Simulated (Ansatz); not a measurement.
## Electronic structure of MgO in real space

```xyz
4
Lattice="0.0000 -2.1071 -2.1071 0.0000 2.1071 -2.1071 4.2142 0.0000 0.0000" Properties=species:S:1:pos:R:3 pbc="T T T"
Mg    1.1286    1.0536   -1.0536
Mg    3.0856   -1.0536   -1.0536
O     3.1557    1.0536   -1.0536
O     1.0585   -1.0536   -1.0536
```

Space group P4/nmm; not relaxed (largest force 1.2 eV/Å).

All numbers below come from DFT PBEsol, scalar-relativistic, plane waves, PAW in Ansatz.

The density is the valence pseudo-density of a PAW calculation; it isn't the true density close to the nuclei.

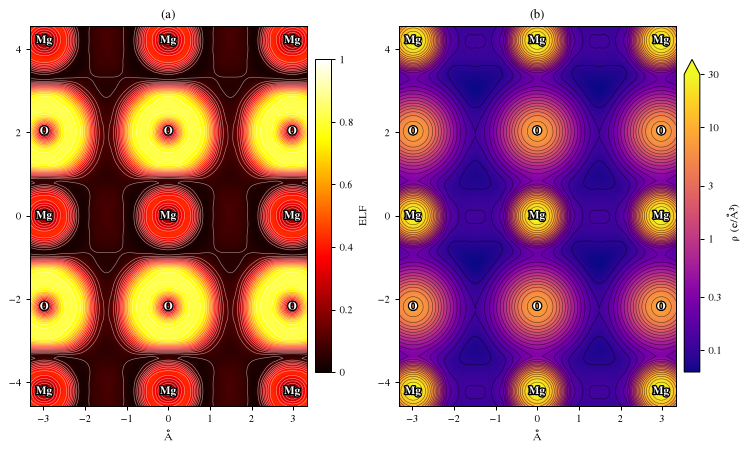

Figure 1. (a) electron localisation function; (b) valence electron density on the (100) plane of the conventional cell.

### Read the bonding off the picture.

The section cuts through Mg and O sites. Mg–O (2.03 Å): ρ is about 0.41 e/Å³ halfway; the ELF peaks at about 0.85 in the valence shell of O, 0.7 Å from its nucleus, and is about 0.35 at the midpoint (a closed-shell, largely ionic contact). Mg–O (2.19 Å): ρ at the midpoint is about 0.28 e/Å³; the ELF peaks at about 0.85 in the valence shell of O, 0.6 Å from its nucleus, and is about 0.35 at the midpoint; an ionic contact with no shared pair. Between the atoms the lowest density in this plane is 0.06 e/Å³.

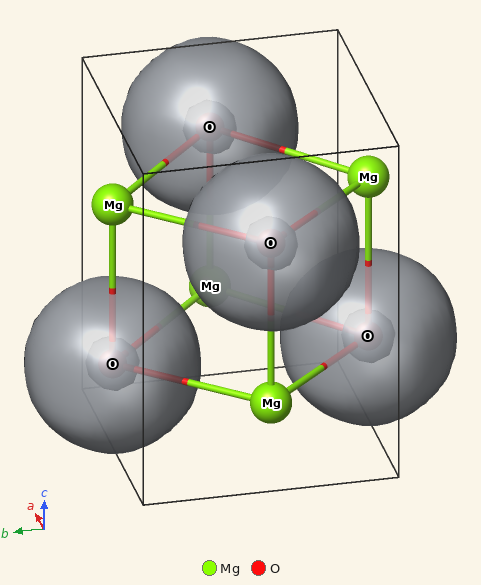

Figure 2. Isosurface of the electron localisation function at 0.6 (grey), seen at an oblique angle. Core shells and regions of very low density are left out. Sticks mark near contacts.

### Identify the bonds, lone pairs and shells in this picture.

The ELF exceeds this value in two regions wrapped around O (the valence shell of each), counted in one cell of 4 atoms. Any copies at cell faces, edges or corners count once. Along the contacts the grid gives the following. Mg–O (2.11 Å): the ELF peaks at about 0.85 in the valence shell of O, 0.6 Å from its nucleus, and is about 0.35 at the midpoint; a largely ionic contact.

### Does the calculation give a band gap?

It is gapped, with a Kohn–Sham gap of 4.6 eV on the k-point mesh, an upper bound to the gap of this method.
